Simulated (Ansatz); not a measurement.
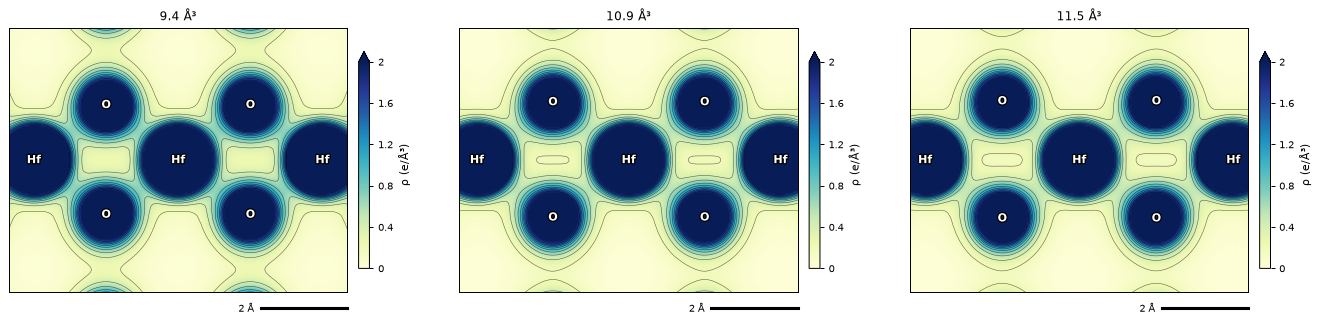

HfO2. The valence pseudo-density of cells scaled evenly to different volumes (given per atom above each panel), on the (11̄0) plane of each (indices in the axes of the cell below), at one length scale and on one colour scale.

Method: DFT PBEsol, scalar-relativistic, plane waves, PAW in Ansatz 0.2.0.

The density is the valence pseudo-density of a PAW calculation; it isn't the true density close to the nuclei.

The largest cell:

```
Hf O
1.0
     0.00000    2.51935    2.70831
     2.51935    0.00000    2.70831
     2.51935    2.51935    0.00000
Hf O
1 2
Direct
  0.00000 0.00000 0.00000
  0.25000 0.25000 0.25000
  0.75000 0.75000 0.75000
```

| volume (Å³/atom) | Hf–O contact in the plane (Å) | ρ at its midpoint (e/Å³) | pressure (GPa) | gap on the mesh (eV) | 
| --- | --- | --- | --- | --- |
| 9.41 | 2.095 | 0.748 | 44.5 | 2.92 | 
| 9.66 | 2.114 | ? | ? | ? | 
| 10.95 | 2.204 | 0.566 | −5.8 | 2.81 | 
| 11.46 | 2.238 | 0.521 | −15.7 | 2.75 | 

Estimate the missing row, and compare with the calculation.

Answer. Over the known rows ln ρ falls by 2.54 per Å of Hf–O distance (a least-squares line), which gives 0.712 e/Å³ at 2.114 Å; the calculation gives 0.711 e/Å³. For the pressure, a straight line in volume between the neighbouring rows gives 36.3 GPa; the calculation gives 33.3, lower because pressure rises ever faster on compression. For the gap on the mesh, a straight line in volume between the neighbouring rows gives 2.90 eV; the calculation gives 2.91.
